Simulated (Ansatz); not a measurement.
# What a change does: band-structure calculation on SnSe

System: SnSe (8 atoms in the cell).
Method of run 1: DFT, PBE, plane waves, PAW, no spin polarisation (Ansatz 0.2.0).

The structure derives from a Materials Project entry. The geometry comes from this level: r2SCAN (a point of a series of strains). Text and figures count atoms from 1; the logs count them from 0 in places.

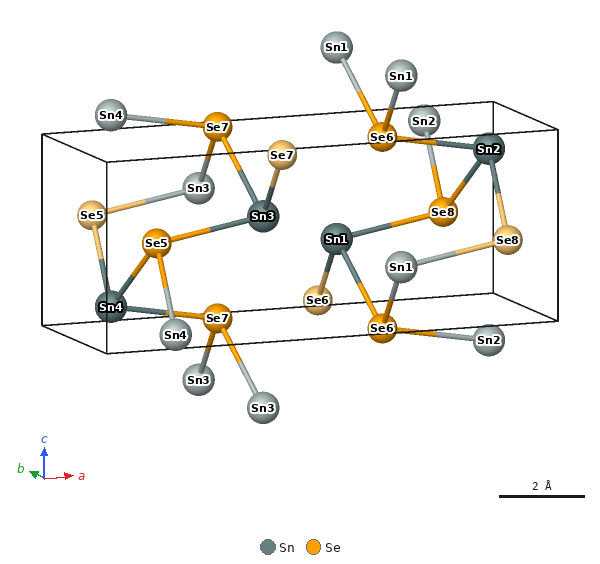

Fig. 1: The structure as given in the input (ball-and-stick view of the cell of the calculation, seen slightly off an axis; neighbours outside the cell are drawn fainter; atoms are numbered from 1 in the order of the input). An atom can appear more than once, as a periodic image. Near neighbours in the periodic cell (some may lie outside the picture): Sn has 3 Se at 2.75 Å; Se has 3 Sn at 2.75 Å.

**Input, run 1**
```yaml
crystal:
  lattice:
    - [11.5044727694, 0.0, 0.0]
    - [0.0, 4.0468843501, 0.0]
    - [0.0, 0.0, 4.5943214213]
  atoms:
    - { symbol: Sn, position: [0.617199392, 0.75, 0.3842467466] }
    - { symbol: Sn, position: [0.882800608, 0.25, 0.8842467466] }
    - { symbol: Sn, position: [0.382800608, 0.25, 0.6157532534] }
    - { symbol: Sn, position: [0.117199392, 0.75, 0.1157532534] }
    - { symbol: Se, position: [0.1468752012, 0.25, 0.5146117289] }
    - { symbol: Se, position: [0.6468752012, 0.25, 0.9853882711] }
    - { symbol: Se, position: [0.3531247988, 0.75, 0.0146117289] }
    - { symbol: Se, position: [0.8531247988, 0.75, 0.4853882711] }
kpoints:
  mp_grid: { grid: [2, 6, 6] }
  band_path:
    path:
      - [0.0, 0.0, 0.0]
      - [0.5, 0.0, 0.0]
      - [0.5, 0.5, 0.0]
      - [0.0, 0.5, 0.0]
      - [0.0, 0.0, 0.5]
      - [0.5, 0.0, 0.5]
      - [0.5, 0.5, 0.5]
      - [0.0, 0.5, 0.5]
      - [0.0, 0.3333333333, 0.0]
      - [0.0, 0.0, 0.447917]
      - [0.0, 0.326823, 0.0]
    npoints: 1
hamiltonian:
  xc: pbe
scf:
  occupations: { method: fermi_dirac, width: 0.02 }
  n_extra_bands: 6
output:
  forces: true
  stress: true
  eigenvalues: true
  write_density: true
  write_potential: true
  elf: true
  volumetric_format: npy
```

Command:
```bash
ansatz run input.yaml --threads 2 --pin off --max-ram 20275MiB --backend cpu --events-out ev --progress --plain --runs-dir out
```

Hardware: 2 threads of AMD EPYC (Zen 3), 144 GiB of memory available, shared host.

**Output, shortened to warnings, some set-up lines, iterations and results (run 1)**
```
Basis set: ecut = 420 eV, 4197 PW (Γ), exchange–correlation on 160×60×64 points (8 copies of the dense FFT grid, shifted against one another)
Symmetry: 8 space group operations
k-points: 32 of 72
Initial density: superposition of atomic densities (neutral atoms: chi_scale 0, normalization atom), corrected by the library's trained network
[...]
SCF iter   1: F=—  HF=-45976.517577 eV  |F-HF|=—  |Δ(HF+E_count)|=         —  Δρ=1.35e-3  dr2=4.73e-3  ethr=1.77e-3  ⟨swp⟩=6.2  Hψ=8085  notcnv=0
SCF iter   2: F=—  HF=-45976.514644 eV  |F-HF|=—  |Δ(HF+E_count)|=   2.93e-3  Δρ=6.95e-4  dr2=9.12e-4  ethr=3.94e-6  ⟨swp⟩=2.2  Hψ=4619  notcnv=0  defer=55
SCF iter   3: F=—  HF=-45976.514984 eV  |F-HF|=—  |Δ(HF+E_count)|=   3.40e-4  Δρ=2.87e-4  dr2=1.40e-4  ethr=7.60e-7  ⟨swp⟩=2.0  Hψ=3335  notcnv=0  defer=55
SCF iter   4: F=—  HF=-45976.515086 eV  |F-HF|=—  |Δ(HF+E_count)|=   1.03e-4  Δρ=8.93e-5  dr2=1.69e-5  ethr=1.16e-7  ⟨swp⟩=2.1  Hψ=2699  notcnv=0  defer=55
SCF iter   5: F=—  HF=-45976.515185 eV  |F-HF|=—  |Δ(HF+E_count)|=   9.88e-5  Δρ=2.05e-5  dr2=1.27e-6  ethr=1.41e-8  ⟨swp⟩=2.0  Hψ=3975  notcnv=0  defer=55
SCF iter   6: F=—  HF=-45976.515184 eV  |F-HF|=—  |Δ(HF+E_count)|=   7.66e-7  Δρ=1.01e-5  dr2=1.80e-7  ethr=1.06e-9  ⟨swp⟩=2.0  Hψ=3975  notcnv=0  defer=55
SCF iter   7: F=-45976.515184 eV  HF=-45976.515184 eV  |F-HF|=4.66e-9  |Δ(HF+E_count)|=   2.30e-7  Δρ=2.25e-6  dr2=1.03e-8  ethr=8.33e-11  ⟨swp⟩=12.7  Hψ=15104  notcnv=0
SCF 1 converged in 7 iterations: F = -45976.515184 eV  dr2 = 1.03e-8
NSCF: frozen V_eff on 11 k-points
SCF converged after 7 iterations
Free energy (F): -45976.515184 eV
Harris-Foulkes:  -45976.515184 eV  (|F-HF|=4.66e-9)
Internal energy: -45976.515184 eV  (E = F + TS)
E sigma→0 (E₀):  -45976.515184 eV
Entropy (-TS):   -0.000000 eV (-0.000 meV/atom)
Fermi energy:    9.256699 eV
--- Per-component energies (eV) ---
  E_band       = -1883.039603
  E_kinetic    = 1218.813318
  E_local      = -13356.017847  (includes V_loc(G=0)·N_el)
  E_nonlocal   = -2513.857941
  E_hartree    = 7038.655098
  E_xc         = -1950.733105
  E_vxc        = -780.419006  (∫ρ·V_xc dr)
  E_paw        = -24180.489201  (= ΣΔE_a)
  E_vpaw       = -528.867769  (= ΣTr[D̂ρ^β])
  E_aug_tail   = -0.002336  (compensation charges beyond the density's cutoff)
  E_ewald      = -12232.883171
  E_smearing   = -0.000000  (= −TS)
  E_closure    = -0.000000  (closes the sum)
  Σ components = -45976.515184   (vs F -45976.515184, Δ=0.00e0)
--- Forces (eV/Å), atoms counted from 1 ---
  atom   1  Sn    -0.16415538     0.00000000     0.16569083
  atom   2  Sn     0.16415538     0.00000000     0.16569083
  atom   3  Sn     0.16415538     0.00000000    -0.16569083
  atom   4  Sn    -0.16415538     0.00000000    -0.16569083
  atom   5  Se    -0.13133232     0.00000000     0.17952714
  atom   6  Se    -0.13133232     0.00000000    -0.17952714
  atom   7  Se     0.13133232     0.00000000     0.17952714
  atom   8  Se     0.13133232     0.00000000    -0.17952714
  max |Σ_I F_I| component: 2.78e-17 eV/Å
--- Stress (GPa, compression-positive) ---
        2.751643       0.000000       0.000000
        0.000000       3.762114       0.000000
        0.000000       0.000000       2.518932
  P = ⅓ Tr σ = 3.0109 GPa (30.109 kbar)
```

The input of run 2 differs as follows (lines with − go, lines with + come):
```diff
-  xc: pbe
+  xc: r2scan
-  occupations: { method: fermi_dirac, width: 0.02 }
+  occupations: { method: fixed }
```

What does this change do to the results?

The total energies belong to different methods, so their difference says nothing on which is more stable or more accurate. The gap on the mesh goes from 0.49 to 0.78 eV. The pressure goes from 3.01 to 1.88 GPa. The largest force goes from 0.233 to 0.005 eV/Å. The functional changes from PBE to r2SCAN. The number of SCF iterations is the same. The default cutoff goes from 420 to 500 eV with the change. The plane waves at Γ go from 4197 to 5443. On the same kind of shared host run 2 took about 2.1 times as long.

**Output, shortened to warnings, some set-up lines, iterations and results (run 2)**
```
Basis set: ecut = 500 eV, 5443 PW (Γ), exchange–correlation on 360×120×144 points (64 copies of the dense FFT grid, shifted against one another)
Symmetry: 8 space group operations
k-points: 32 of 72
Initial density: superposition of atomic densities (neutral atoms: chi_scale 0, normalization atom), corrected by the library's trained network
[...]
SCF iter   1: F=—  HF=-46070.575023 eV  |F-HF|=—  |Δ(HF+E_count)|=         —  Δρ=5.31e-3  dr2=6.54e-2  dr2_τ=1.64e-2  ethr=1.77e-3  ⟨swp⟩=4.8  Hψ=6916  notcnv=0  defer=109
SCF iter   2: F=—  HF=-46070.618307 eV  |F-HF|=—  |Δ(HF+E_count)|=   4.33e-2  Δρ=2.61e-3  dr2=1.47e-2  dr2_τ=3.75e-4  ethr=5.45e-5  ⟨swp⟩=3.1  Hψ=4581  notcnv=0  defer=117
SCF iter   3: F=—  HF=-46070.619914 eV  |F-HF|=—  |Δ(HF+E_count)|=   1.61e-3  Δρ=8.72e-4  dr2=1.30e-3  dr2_τ=3.11e-5  ethr=1.23e-5  ⟨swp⟩=2.1  Hψ=2682  notcnv=0  defer=120
SCF iter   4: F=—  HF=-46070.620388 eV  |F-HF|=—  |Δ(HF+E_count)|=   4.74e-4  Δρ=2.15e-4  dr2=8.36e-5  dr2_τ=2.28e-6  ethr=1.08e-6  ⟨swp⟩=2.1  Hψ=3109  notcnv=0  defer=120
SCF iter   5: F=—  HF=-46070.620441 eV  |F-HF|=—  |Δ(HF+E_count)|=   5.29e-5  Δρ=5.97e-5  dr2=9.96e-6  dr2_τ=3.41e-7  ethr=6.96e-8  ⟨swp⟩=2.4  Hψ=3153  notcnv=0  defer=64
SCF iter   6: F=—  HF=-46070.620441 eV  |F-HF|=—  |Δ(HF+E_count)|=   1.87e-7  Δρ=1.73e-5  dr2=6.04e-7  dr2_τ=2.32e-8  ethr=8.30e-9  ⟨swp⟩=2.0  Hψ=3333  notcnv=0  defer=68
SCF iter   7: F=-46070.620442 eV  HF=-46070.620442 eV  |F-HF|=2.60e-8  |Δ(HF+E_count)|=   6.25e-7  Δρ=4.08e-6  dr2=3.07e-8  dr2_τ=8.75e-10  ethr=8.33e-11  ⟨swp⟩=15.5  …
SCF 1 converged in 7 iterations: F = -46070.620442 eV  dr2 = 3.07e-8
  Residual-converged pass: ⟨swp⟩=1.1  Hψ=2245  notcnv=0  max |occ|·‖R‖ = 7.1e-9 eV (tolerance 1.0e-8 eV)  dr2=3.07e-8  dr2_τ=8.75e-10  dr2_onsite=2.16e-9  max |Δocc| = 0.0e0
NSCF: frozen V_eff on 11 k-points
SCF converged after 7 iterations
Free energy (F): -46070.620442 eV
Harris-Foulkes:  -46070.620442 eV  (|F-HF|=2.60e-8)
Internal energy: -46070.620442 eV  (E = F + TS)
E sigma→0 (E₀):  -46070.620442 eV
Fermi energy:    8.864776 eV
--- Per-component energies (eV) ---
  E_band       = -1972.542395
  E_kinetic    = 1218.822017
  E_local      = -13362.114992  (includes V_loc(G=0)·N_el)
  E_nonlocal   = -2514.404022
  E_hartree    = 7046.296467
  E_xc         = -1896.577518
  E_vxc        = -844.809522  (∫ρ·V_xc dr)
  E_paw        = -24325.640584  (= ΣΔE_a)
  E_vpaw       = -609.340078  (= ΣTr[D̂ρ^β])
  E_aug_tail   = -0.000837  (compensation charges beyond the density's cutoff)
  E_vtau       = 46.712027  (kinetic-family band-sum trace: ∫τ·v_τ [+ j·A + Jᵃ·Aᵃ] dr)
  E_ewald      = -12232.883171
  E_core_change = -4.117802  (= ΣΔE_core)
  E_smearing   = -0.000000  (= −TS)
  E_closure    = -0.000000  (closes the sum)
  Σ components = -46070.620442   (vs F -46070.620442, Δ=0.00e0)
--- Forces (eV/Å), atoms counted from 1 ---
  atom   1  Sn    -0.00110305     0.00000000    -0.00215971
  atom   2  Sn     0.00110305     0.00000000    -0.00215971
  atom   3  Sn     0.00110305     0.00000000     0.00215971
  atom   4  Sn    -0.00110305     0.00000000     0.00215971
  atom   5  Se    -0.00480489     0.00000000    -0.00173883
  atom   6  Se    -0.00480489     0.00000000     0.00173883
  atom   7  Se     0.00480489     0.00000000    -0.00173883
  atom   8  Se     0.00480489     0.00000000     0.00173883
  max |Σ_I F_I| component: 8.67e-19 eV/Å
--- Stress (GPa, compression-positive) ---
        1.570050       0.000000       0.000000
        0.000000       2.460723       0.000000
        0.000000       0.000000       1.613016
  P = ⅓ Tr σ = 1.8813 GPa (18.813 kbar)
```

**The two runs side by side**

```csv
quantity,run 1,run 2
outcome,converged,converged
free energy per atom (eV),−5747.0644,−5758.8276
gap on the mesh (eV),0.49,0.78
pressure (GPa),3.01,1.88
largest force (eV/Å),0.233,0.005
SCF iterations,7,7
irreducible k-points,32,32
plane waves at Γ,4197,5443
wall time (shared host),12 s,25 s
```
